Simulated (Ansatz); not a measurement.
System: Si, space group P6_3/mmc (No. 194).

The given structure:
```xyz
2
Lattice="2.6511 0.0000 0.0000 -1.3255 2.2959 0.0000 0.0000 0.0000 4.5417" Properties=species:S:1:pos:R:3 pbc="T T T"
Si    0.0000    1.5306    1.1354
Si    1.3255    0.7653    3.4063
```

Displacement pattern for amplitude 1 (x, y, z for each atom, in the order of the cell):
```json
{"atom": "Si1", "x": "1.00", "y": "0.00", "z": "0.00"}
{"atom": "Si2", "x": "-1.00", "y": "0.00", "z": "0.00"}
```

Calculation (Ansatz 0.2.0): a normal mode of the cell frozen into a crystal at growing amplitude, by plane-wave density functional theory with PAW datasets, free energies less that of the undisturbed cell; scalar-relativistic. Level: LDA, no spin polarisation.

- wave cutoff: 420 eV
- k mesh: 24×24×14
- occupations: Gaussian
- smearing width: 0.15 eV
- k shift: (0, 0, 0) (mesh steps)
- start: relaxed

The points at mode amplitude −0.195, −0.065, 0.13 and 0.26 follow from computed ones by symmetry.

What does the calculation give for the energy change against mode amplitude? The mode amplitude takes the values −0.2600, −0.1950, −0.1300, −0.0650, 0.0000, 0.0325, 0.0650, 0.0975, 0.1300, 0.1625, 0.1950, 0.2275, 0.2600 Å.

The energy falls on both sides, so the starting structure is a maximum along this path and is unstable to this distortion. The energy change is −66.9 meV/cell at mode amplitude −0.2600 Å and −66.9 meV/cell at 0.2600 Å; the lowest computed point is at mode amplitude −0.2600 Å (−66.9 meV/cell), at the edge of the range, so the minimum may lie beyond it; the curve passes over a maximum at 0.0000 Å (0.0 meV/cell). The harmonic force constant k (E = k x²/2 near the start) is −2.41 eV/Å². The phonon wavenumber is −109 cm⁻¹.

| mode amplitude, largest move (Å) | energy change (meV/cell) |
| --- | --- |
| −0.2600 | −66.9 |
| −0.1950 | −41.3 |
| −0.1300 | −19.5 |
| −0.0650 | −5.1 |
| 0.0000 | 0.0 |
| 0.0325 | −1.3 |
| 0.0650 | −5.1 |
| 0.0975 | −11.2 |
| 0.1300 | −19.5 |
| 0.1625 | −29.7 |
| 0.1950 | −41.3 |
| 0.2275 | −53.9 |
| 0.2600 | −66.9 |

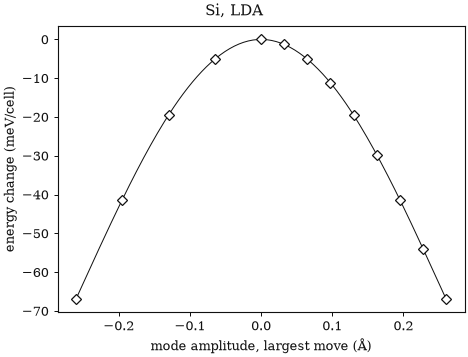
